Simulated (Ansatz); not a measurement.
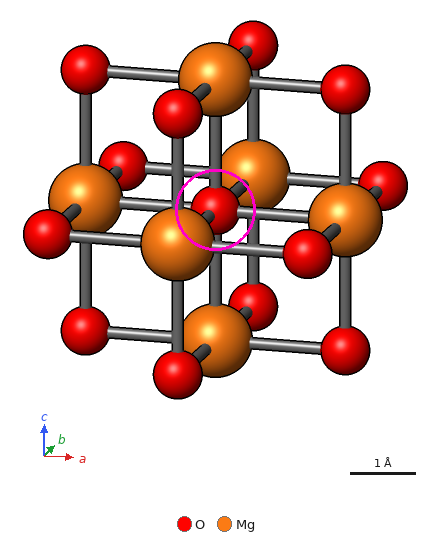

Perfect MgO. A ball-and-stick model of the atoms within 3.3 Å of one point, seen slightly off an axis.

Computed with Ansatz, DFT, PBEsol, PAW, plane waves. (plane-wave cutoff 420 eV; k-point mesh 1 × 1 × 1; mesh shifted by (0.25, 0.25, 0.25); no spin polarisation) Fermi-Dirac smearing of 0.01 eV. A uniform background neutralises the charged cell. The axes drawn are those of the host's conventional cell.

An oxygen atom is replaced by magnesium at the ringed place, in charge state +2. The supercell has 64 sites, and the atoms are relaxed at the host's cell.

Predict the relaxed surroundings of the defect.

In the host the O atom has 6 Mg at 2.11 Å; the Mg atom ends with 3 O at 1.96 Å, 3 Mg at 2.24 Å. Of the host's atoms, a magnesium atom moves furthest from its site, by 0.52 Å. The Mg atom itself moves 1.32 Å from where it was put.

The relaxed defect, seen from the same direction:

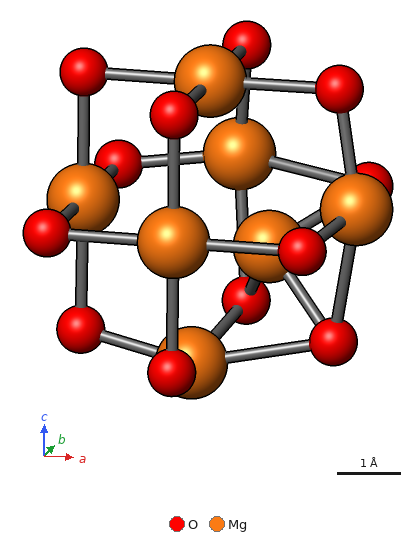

Limits of the set-up: the periodic images lie only 8.4 Å apart, so the values are limited by the cell's size; the cell is charged, on a uniform background, and energies carry no finite-size correction.
